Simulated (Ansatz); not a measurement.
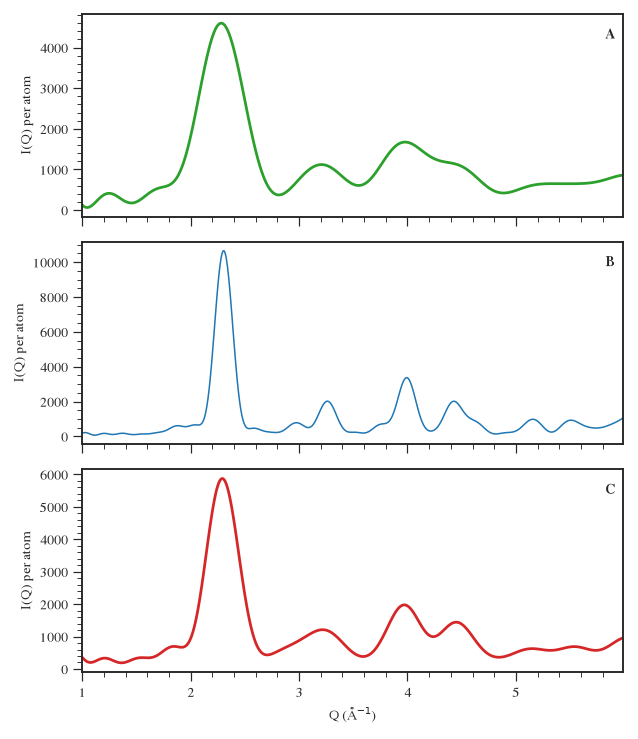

X-ray scattering of spheres cut from the crystal structure of Sn (P6/mmm, a = 5.448 Å, b = 5.448 Å, c = 3.324 Å, α = 90.00°, β = 90.00°, γ = 120.00°), calculated atom by atom with the Debye equation (B = 0.5 Å², no relaxation of the surface). It is based on the end point of a relaxation with Ansatz, DFT, revPBE, plane waves (420 eV) with PAW, scalar-relativistic; the starting structure was generated, so it need not be a known form of this composition.

> The spheres are 14, 20 and 36 Å across. Which curve is which?

curve A: 14 Å (59 atoms); curve B: 36 Å (887 atoms); curve C: 20 Å (151 atoms). Peak widths go roughly as 2π/D, so the largest sphere has the sharpest peaks.

> Index the main peaks of the largest sphere.

Q ≈ 2.30 Å⁻¹: 110 + 101; Q ≈ 3.26 Å⁻¹: 201; Q ≈ 3.99 Å⁻¹: 300 + 211; Q ≈ 4.43 Å⁻¹: 112; Q ≈ 5.16 Å⁻¹: 311.
